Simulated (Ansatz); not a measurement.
The structure in question:

```
CELL_PARAMETERS angstrom
3.50219 0.00000 0.00000
0.00000 3.50219 0.00000
0.00000 0.00000 3.50219
ATOMIC_POSITIONS crystal
Na 0.00000 0.00000 0.00000
Cl 0.49588 0.49588 0.49588
```

### Interpret the file: composition, symmetry and coordination.

The material is NaCl. Strictly the space group is R3m (No. 160, within 0.01 Å). It is a distorted form of a primitive cubic structure, space group Pm-3m (No. 221) within 0.25 Å: caesium chloride (CsCl, B2) type. One cell contains 1 Na, 1 Cl, 2 atoms in all. Around each Na lie eight Cl in a cubic arrangement at 3.01 to 3.06 Å. The neighbours of Cl are eight Na in a cubic arrangement at 3.01 to 3.06 Å. The bonds build a three-dimensional framework.

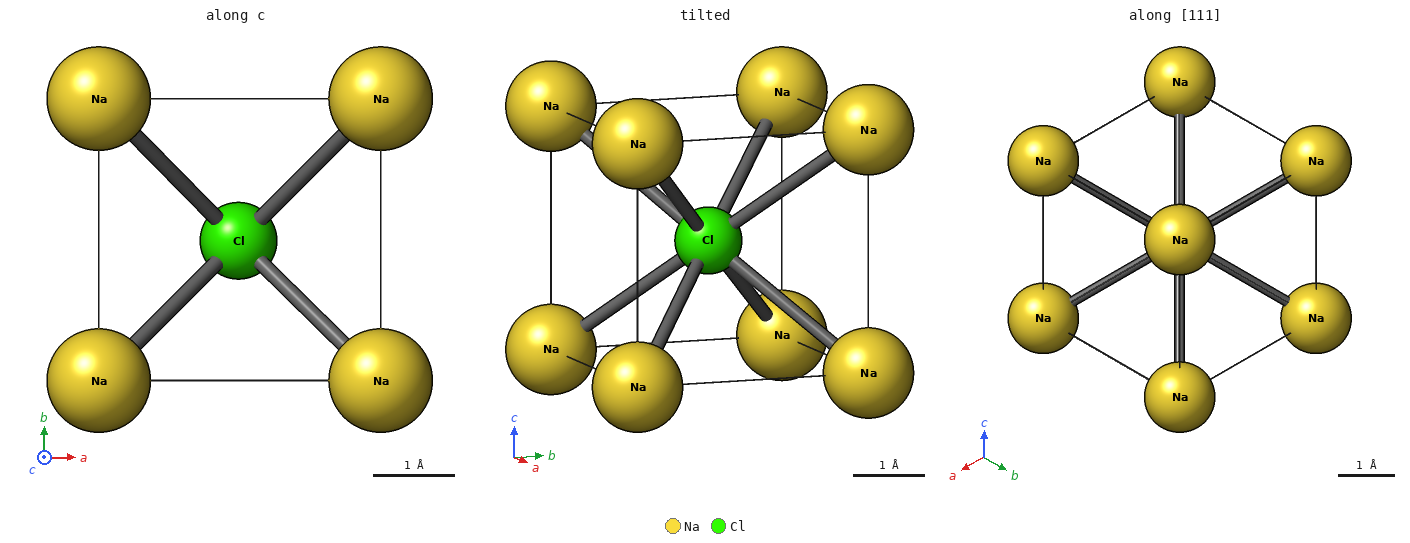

Figure: ball-and-stick view along the c axis, slightly off an axis and along [111]. The unit cell is drawn as a box. Colours: sodium yellow, chlorine green.

Its origin is a structure listed in the Materials Project. The cell was then strained or its atoms displaced on purpose. An electronic-structure calculation with Ansatz was run on it.
